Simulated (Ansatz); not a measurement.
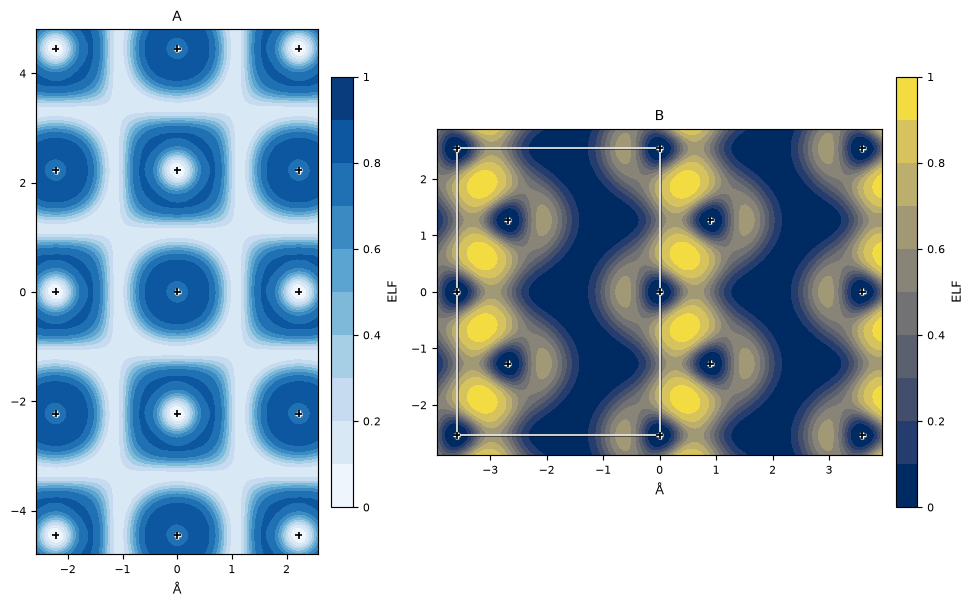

The ELF of 2 systems, each on a plane through atoms (crosses mark nuclei in the plane).

These are results of Kohn-Sham DFT of a periodic cell, BLYP with D4, Ansatz PAW in Ansatz 0.2.0, not measurements.

System 1: HfN, the (001) plane of the conventional cell. Space group Fm-3m; computed pressure about 18 GPa in this cell.

System 2: C, the (011) plane of the conventional cell. Space group Fd-3m; computed pressure about −8 GPa in this cell.

```xyz
8
Lattice="3.5904 0.0000 0.0000 0.0000 3.5904 0.0000 0.0000 0.0000 3.5904" Properties=species:S:1:pos:R:3 pbc="T T T"
C     0.8976    0.8976    0.8976
C     2.6928    2.6928    0.8976
C     2.6928    0.8976    2.6928
C     0.8976    2.6928    2.6928
C     0.0000    0.0000    0.0000
C     1.7952    1.7952    0.0000
C     1.7952    0.0000    1.7952
C     0.0000    1.7952    1.7952
```

Which map belongs to which system?

Panel A is system 1, HfN: the plane holds Hf and N. Hf–N (2.23 Å): the ELF peaks at about 0.80 in the valence shell of N, 0.6 Å from its nucleus, and drops to about 0.15 between the two atoms; no shared electron pair shows on this line. Panel B is system 2, C: the plane holds C. C–C (1.55 Å): the ELF peaks at about 0.95 between the atoms, as expected for localised, covalent bonding.
